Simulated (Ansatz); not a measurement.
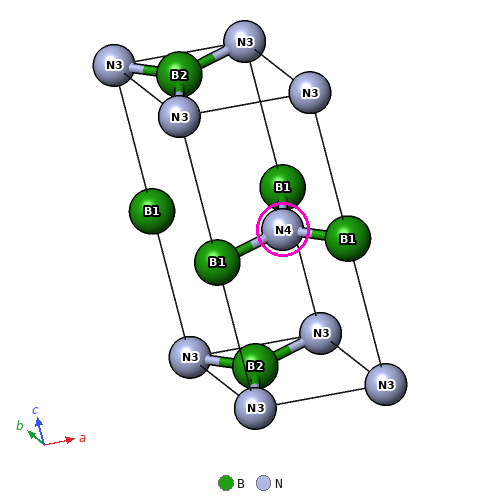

The system is BN (P-6m2, No. 187; 4 atoms in the cell); the picture shows the reference structure. Atom N4 is moved over a plane while all other atoms and the cell stay fixed (its periodic images move with it) (x along [1 0 0], y along [1 2 0], z along [0 0 1] of the conventional cell). First axis: shift of N4 along x. Second axis: shift of N4 along y. Grid: 5 × 5 points; 15 points were computed and 10 follow by symmetry. Points are written as (first, second). All energies are given in eV per cell relative to the lowest grid point. The reference cell is the one listed in the database, not relaxed at this level. Level of theory: DFT PBE+D3(BJ), scalar-relativistic, plane waves, PAW (Ansatz 0.2.0). Settings: cutoff 420 eV, k-mesh 12×12×4 in the order of the run's cell vectors, gaussian smearing 0.05 eV, no spin polarisation.

Its coordinates:

```xyz
4
Lattice="2.5100 0.0000 0.0000 -1.2550 2.1737 0.0000 0.0000 0.0000 6.6900" Properties=species:S:1:pos:R:3 pbc="T T T"
B     0.0000    0.0000    3.3450
B     0.0000    1.4491    0.0000
N     0.0000    0.0000    0.0000
N     1.2550    0.7246    3.3450
```

Range: shift of N4 along x from −0.2 to 0.2 Å; shift of N4 along y from −0.2 to 0.2 Å.

What will the energy surface look like?

The lowest grid point is at (0.0 Å, 0.0 Å). No other kind of well shows on this grid. The highest grid point, (−0.2 Å, −0.2 Å), lies 2.09 eV above the lowest. Near the minimum the well is nearly round, with a curvature of about 41 eV/Å².

```tsv
shift of N4 along y ↓, shift of N4 along x →	−0.2	−0.1	0.0	0.1	0.2
0.2	1.30	1.09	1.01	1.09	1.30
0.1	0.79	0.37	0.23	0.37	0.79
0.0	0.83	0.20	0.00	0.20	0.83
−0.1	1.30	0.45	0.18	0.45	1.30
−0.2	2.09	0.99	0.65	0.99	2.09
```

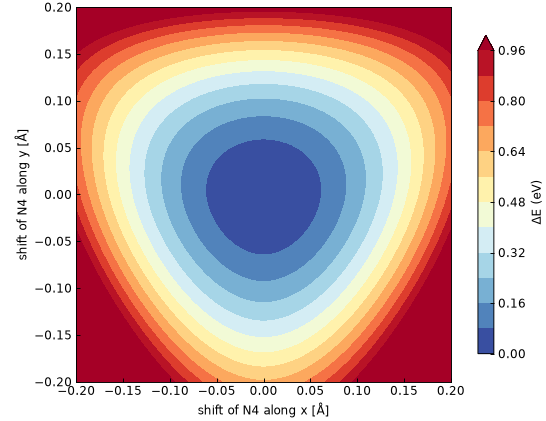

In the figure: filled contours, one colour for all values above the top of the scale. Between grid points the surface is interpolated.
